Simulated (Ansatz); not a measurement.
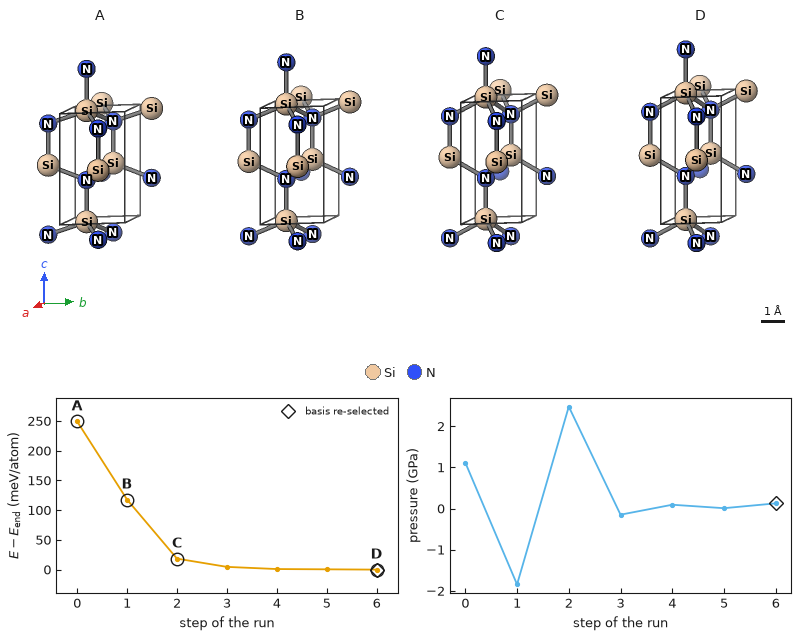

Frames of a relaxation of solid SiN (a generated structure, set up in P6_3mc) (coarse preliminary run), marked on the history of the run. A ball-and-stick model of the cell of the calculation, seen slightly off an axis.

Case: C → N on all its sites, cell and atoms relaxed.

Method: DFT r2SCAN, scalar-relativistic, plane waves, PAW (Ansatz). (plane-wave cutoff 500 eV; k-point mesh 6 × 6 × 4; occupations gaussian; smearing width 0.1 eV; no spin polarisation; cell and atoms relaxed; force threshold 0.05 eV/Å; at most 60 steps)

Question: What happens along the run?

Answer: The largest moves relative to the cell, 0.089 Å, are those of Si and N atoms. By element the largest moves are Si 0.089 Å, N 0.089 Å. The volume changes by −1.7 %, with a = b 3.023 → 2.809 Å (−7.1 %), c 4.963 → 5.649 Å (+13.8 %). Among the contacts that change: N–Si 1.865 → 1.944 Å, N–Si 1.851 → 1.845 Å. Bond angles that change, for instance: Si–N–Si 109.5° → 99.1°, N–Si–N 109.5° → 99.1°, Si–N–Si 109.5° → 118.5°. The space group stays P6_3mc (No. 186). After 5 accepted moves (6 points after the start) the energy has fallen by 249 meV per atom. Largest force component: 1.3 eV/Å at the start, 0.0012 eV/Å at the end. The pressure goes from 1.12 to 0.13 GPa. At 1 point the geometry stayed and the basis and grid were re-selected for the new cell (energy shift of 0.5 meV per atom at most each time). Cost: 31 s on 1 thread of Oxide Virtual Turin-like Processor (Zen 5) (shared host), peak memory 0.46 GiB. From step 0 to 1: Si and N atoms move most (0.04 Å), energy −131 meV per atom. From step 1 to 2: Si and N atoms move most (0.06 Å), volume −3.6 %, energy −99.4 meV per atom. From step 2 to 6: Si and N atoms move most (0.02 Å), volume +1.9 %, energy −18.5 meV per atom.

```
step  E − E(0), meV/atom  largest force component, eV/Å  pressure, GPa  volume, Å³/atom                      note
   0                0.00                         1.3422           1.12            9.821                          
   1             -131.42                         0.9019          -1.84            9.823                          
   2             -230.77                         0.4646           2.48            9.474                          
   3             -244.66                         0.3582          -0.15            9.596                          
   4             -248.31                         0.1272           0.09            9.670                          
   5             -248.77                         0.0008           0.01            9.651                          
   6             -249.28                         0.0012           0.13            9.651  same geometry, new basis
```
